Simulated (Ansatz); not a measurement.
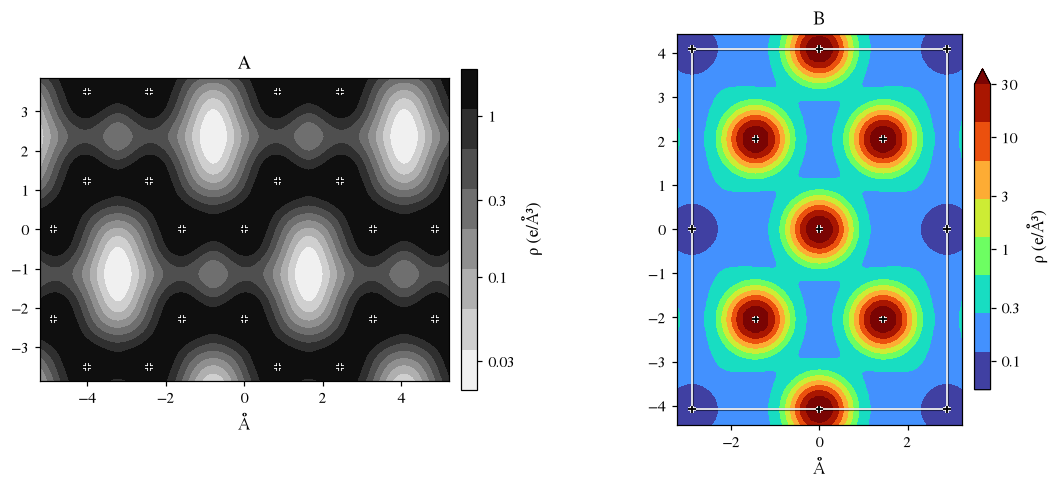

The valence charge density (pseudo) of 2 systems, each on a plane through atoms (crosses mark nuclei in the plane).

Method: Ansatz, DFT r2SCAN, scalar-relativistic, plane waves, PAW.

System 1: C, the (010) plane of the conventional cell. Space group Fmmm; a structure from a database of computed crystals, not necessarily the ambient phase; changed on purpose from its base cell (strain -0.0400 x Voigt [0, 0, 0, 1, 0, 0], atoms carried along).

```yaml
crystal:
  lattice:
    - [4.85822, 0.00000, 0.00000]
    - [0.00000, 4.76105, 4.76105]
    - [0.00000, -4.95538, 4.95538]
  atoms:
    - { symbol: C, position: [0.33727, 0.16273, 0.50000] }
    - { symbol: C, position: [0.83727, 0.16273, 0.00000] }
    - { symbol: C, position: [0.33727, 0.66273, 0.00000] }
    - { symbol: C, position: [0.83727, 0.66273, 0.50000] }
    - { symbol: C, position: [0.33727, 0.33727, 0.00000] }
    - { symbol: C, position: [0.83727, 0.33727, 0.50000] }
    - { symbol: C, position: [0.33727, 0.83727, 0.50000] }
    - { symbol: C, position: [0.83727, 0.83727, 0.00000] }
    - { symbol: C, position: [0.16273, 0.00000, 0.16273] }
    - { symbol: C, position: [0.66273, 0.00000, 0.66273] }
    - { symbol: C, position: [0.16273, 0.50000, 0.66273] }
    - { symbol: C, position: [0.66273, 0.50000, 0.16273] }
    - { symbol: C, position: [0.16273, 0.00000, 0.83727] }
    - { symbol: C, position: [0.66273, 0.00000, 0.33727] }
    - { symbol: C, position: [0.16273, 0.50000, 0.33727] }
    - { symbol: C, position: [0.66273, 0.50000, 0.83727] }
    - { symbol: C, position: [0.33727, 0.00000, 0.33727] }
    - { symbol: C, position: [0.83727, 0.00000, 0.83727] }
    - { symbol: C, position: [0.33727, 0.50000, 0.83727] }
    - { symbol: C, position: [0.83727, 0.50000, 0.33727] }
    - { symbol: C, position: [0.16273, 0.16273, 0.00000] }
    - { symbol: C, position: [0.66273, 0.16273, 0.50000] }
    - { symbol: C, position: [0.16273, 0.66273, 0.50000] }
    - { symbol: C, position: [0.66273, 0.66273, 0.00000] }
    - { symbol: C, position: [0.16273, 0.33727, 0.50000] }
    - { symbol: C, position: [0.66273, 0.33727, 0.00000] }
    - { symbol: C, position: [0.16273, 0.83727, 0.00000] }
    - { symbol: C, position: [0.66273, 0.83727, 0.50000] }
    - { symbol: C, position: [0.33727, 0.00000, 0.66273] }
    - { symbol: C, position: [0.83727, 0.00000, 0.16273] }
    - { symbol: C, position: [0.33727, 0.50000, 0.16273] }
    - { symbol: C, position: [0.83727, 0.50000, 0.66273] }
```

System 2: AlCu3, the (011) plane of the conventional cell. Space group Fm-3m; a structure from a database of computed crystals, not necessarily the ambient phase; computed without spin polarisation.

```yaml
crystal:
  lattice:
    - [5.78134, 0.00000, 0.00000]
    - [0.00000, 5.78134, 0.00000]
    - [0.00000, 0.00000, 5.78134]
  atoms:
    - { symbol: Al, position: [0.00000, 0.00000, 0.00000] }
    - { symbol: Al, position: [0.50000, 0.50000, 0.00000] }
    - { symbol: Al, position: [0.50000, 0.00000, 0.50000] }
    - { symbol: Al, position: [0.00000, 0.50000, 0.50000] }
    - { symbol: Cu, position: [0.50000, 0.00000, 0.00000] }
    - { symbol: Cu, position: [0.00000, 0.50000, 0.00000] }
    - { symbol: Cu, position: [0.00000, 0.00000, 0.50000] }
    - { symbol: Cu, position: [0.50000, 0.50000, 0.50000] }
    - { symbol: Cu, position: [0.25000, 0.25000, 0.25000] }
    - { symbol: Cu, position: [0.75000, 0.75000, 0.25000] }
    - { symbol: Cu, position: [0.75000, 0.25000, 0.75000] }
    - { symbol: Cu, position: [0.25000, 0.75000, 0.75000] }
    - { symbol: Cu, position: [0.75000, 0.25000, 0.25000] }
    - { symbol: Cu, position: [0.25000, 0.75000, 0.25000] }
    - { symbol: Cu, position: [0.25000, 0.25000, 0.75000] }
    - { symbol: Cu, position: [0.75000, 0.75000, 0.75000] }
```

**Match each panel to its system.**

Panel A is system 1, C: the plane holds C. C–C (1.58 Å): ρ is about 1.5 e/Å³ halfway. Panel B is system 2, AlCu3: the plane holds Al and Cu. Al–Cu (2.50 Å): ρ is about 0.28 e/Å³ halfway.
